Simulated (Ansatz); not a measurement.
Si48O: several calculations on one system

### Relaxation

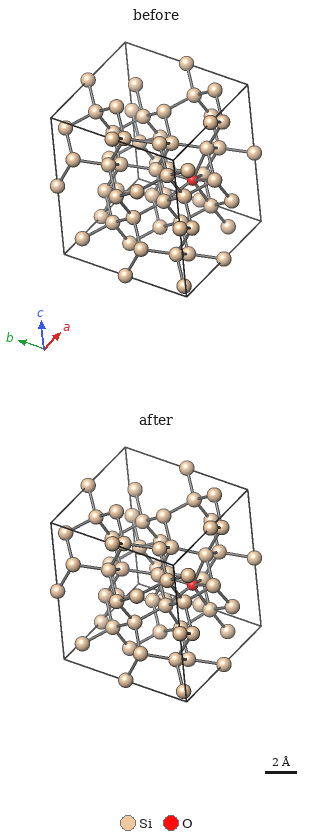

The structure of a defect cell of composition Si₄₈O (coarse preliminary run) before (top) and after (bottom) a relaxation, at one scale.

Style: ball-and-stick. Shown: the cell of the calculation (origin shifted), from a free direction.

Case: O interstitial, charge +0, atoms relaxed at the host's cell.

These are results of DFT PBE, scalar-relativistic, plane waves, PAW (Ansatz), not measurements. Settings: plane-wave cutoff 420 eV; k-point mesh 1 × 1 × 1; occupations gaussian; smearing width 0.02 eV; no spin polarisation; atoms relaxed in a fixed cell; force threshold 0.025 eV/Å; at most 45 steps.

Summarise the run.

Over 4 geometry steps the energy falls by 0.493 eV per cell of the calculation. The largest force component goes from 0.9 to 0.0051 eV/Å. The largest moves, 0.15 Å, are those of Si atoms. O stays in place. The lattice vectors keep their values. Near-neighbour distances that change, for instance: O–Si 2.522 → 2.374 Å, Si–Si 2.381 → 2.298 Å, Si–Si 2.363 → 2.436 Å, Si–Si 2.381 → 2.354 Å. Among the angles between lasting bonds that change: Si–Si–Si 109.1° → 100.0°, Si–Si–Si 109.1° → 104.1°, Si–Si–Si 109.8° → 113.6°.

Limits of the set-up: the k-point mesh is coarse for a cell with partly filled bands.

### Relaxation

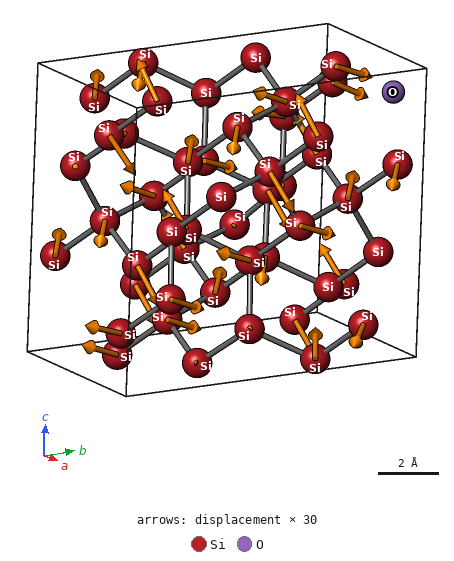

This is a relaxation of a defect cell of composition Si48O (cell charge −1) (coarse preliminary run). The starting structure is drawn; orange arrows show the displacements, 30 times their true length.

Style: ball-and-stick. Shown: the cell of the calculation, slightly off an axis.

Case: O interstitial, charge -1, atoms relaxed at the host's cell.

Theory: DFT PBE, scalar-relativistic, plane waves, PAW in Ansatz. (plane-wave cutoff 420 eV; k-point mesh 1 × 1 × 1; occupations gaussian; smearing width 0.02 eV; collinear spin; atoms relaxed in a fixed cell; force threshold 0.025 eV/Å; at most 45 steps)

What did the optimiser do to the structure, and how much energy did it gain?

Answer. Over 6 accepted moves (9 points after the start) the energy falls by 37.2 meV per cell of the calculation. The largest force component goes from 0.15 to 0.0042 eV/Å. The line search rejected the trial steps at points 4, 6, 8 of the run. The forces were under the threshold at step 2, but the run went on from there. The largest moves, 0.056 Å, are those of Si atoms. O stays in place. The cell doesn't change. Some distances before and after: Si–Si 2.373 → 2.383 Å, Si–Si 2.354 → 2.364 Å, Si–Si 2.298 → 2.307 Å, O–Si 2.374 → 2.383 Å. Among the angles between lasting bonds that change: Si–Si–Si 112.6° → 110.0°, Si–Si–Si 104.4° → 106.8°, Si–Si–Si 108.9° → 111.4°. The program noted that the starting moments weren't kept.

Limits of the set-up: the k-point mesh is coarse for a cell with partly filled bands; the cell is charged, on a uniform background, and energies carry no finite-size correction.

### Defect

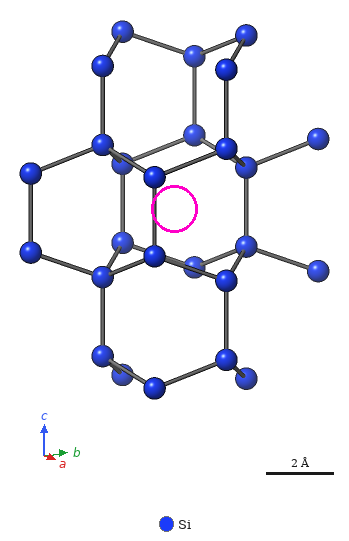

Perfect Si. A ball-and-stick model of the atoms within 6.0 Å of one point, in a slice 5.0 Å thick across the line of sight, seen slightly off an axis.

These are results of Ansatz 0.2.0, DFT PBE, scalar-relativistic, plane waves, PAW, not measurements. Settings: plane-wave cutoff 420 eV; k-point mesh 1 × 1 × 1; occupations gaussian; smearing width 0.02 eV; collinear spin. The cell is small and the k-mesh coarse, so the numbers are rough. A uniform background neutralises the charged cell. The axes drawn are those of the host's conventional cell.

An extra oxygen atom is put between the host's atoms (an interstitial) at the ringed place, in charge state +1. The supercell has 48 sites, and the atoms are relaxed at the host's cell.

How do the neighbours respond?

The O atom starts with 12 Si at 2.52 to 2.99 Å around its place and ends with 6 Si at 2.36 Å. Of the host's atoms, a silicon atom moves furthest from its site, by 0.17 Å.

The relaxed defect, seen from the same direction:

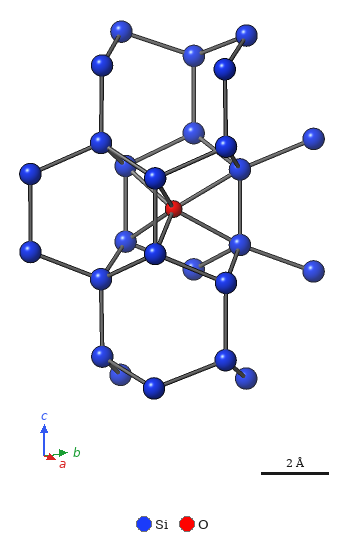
